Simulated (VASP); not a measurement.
## Electronic structure of SnSe in real space

```
CELL_PARAMETERS angstrom
4.09407 0.00000 0.00000
0.00000 4.09407 0.00000
0.00000 0.00000 11.15962
ATOMIC_POSITIONS crystal
Sn 0.50000 0.50000 0.36406
Sn 0.00000 0.00000 0.62993
Se 0.50000 0.50000 0.62290
Se 0.00000 0.00000 0.38311
```

Space group P4mm; a structure from a database of computed crystals, not necessarily the ambient phase; changed on purpose from its base cell (strained and moved within a subgroup); not relaxed (largest force 0.6 eV/Å).

Theory: VASP, Kohn-Sham DFT of a periodic cell, PBEsol, VASP PAW PBE potentials, recommended.

In a PAW calculation such maps are meaningful between the atoms, not at the nuclei.

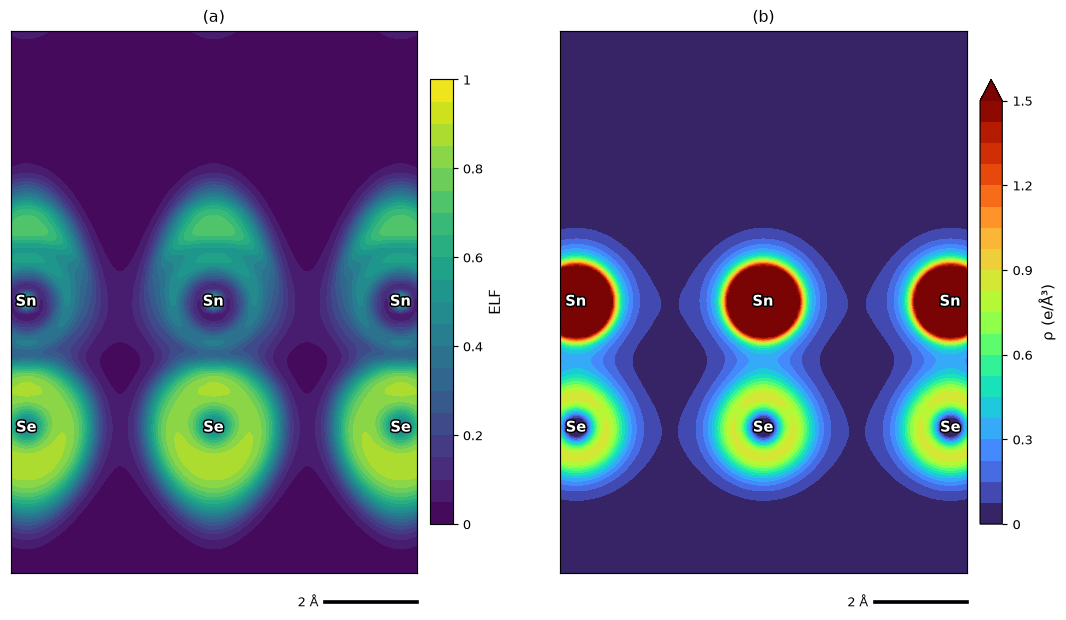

Figure 1. (a) ELF; (b) valence pseudo-density on the (100) plane of the conventional cell.

> Interpret the plot.

- The plane passes through Sn and Se nuclei.
- Sn–Se (2.75 Å): ρ is about 0.35 e/Å³ halfway; the ELF is about 0.55 at the midpoint and 0.30 at its lowest between the atoms.
- The density dies away to nearly zero in the voids.

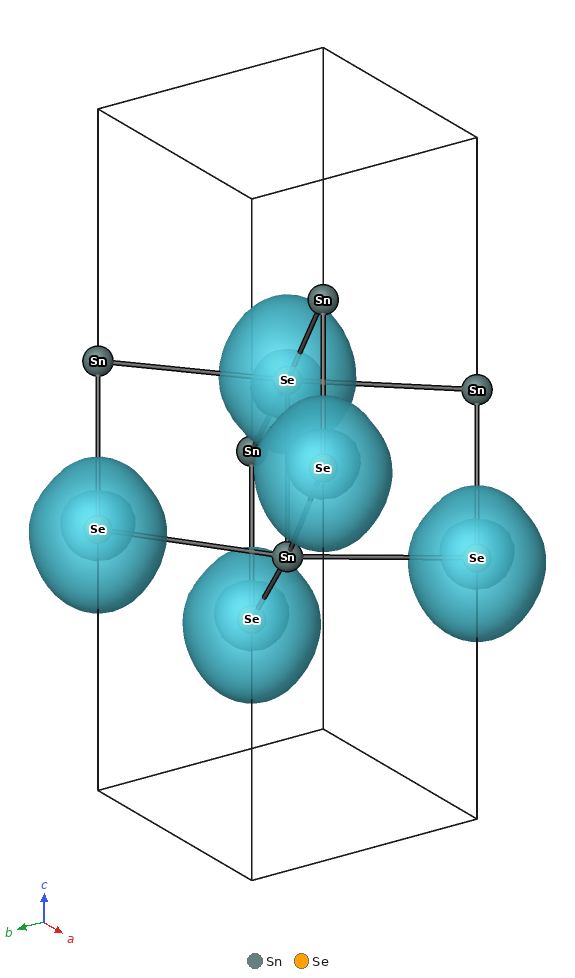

Figure 2. Isosurface of the ELF at 0.8 (cyan), seen at an oblique angle. Only the valence region is drawn (cores and ρ < 0.01 e/Å³ removed). Sticks mark near contacts.

> Identify the bonds, lone pairs and shells in this picture.

The ELF exceeds this value in two regions wrapped around Se (the valence shell of each), counted in one cell of 4 atoms. Regions shared between cells count once.


 Sn–Se (2.89 Å): the ELF is about 0.50 at the midpoint and 0.30 at its lowest between the atoms.

> Does the calculation give a band gap?

It is gapped, with a Kohn–Sham gap of 0.84 eV on the k-point mesh, an upper bound to the gap of this method.
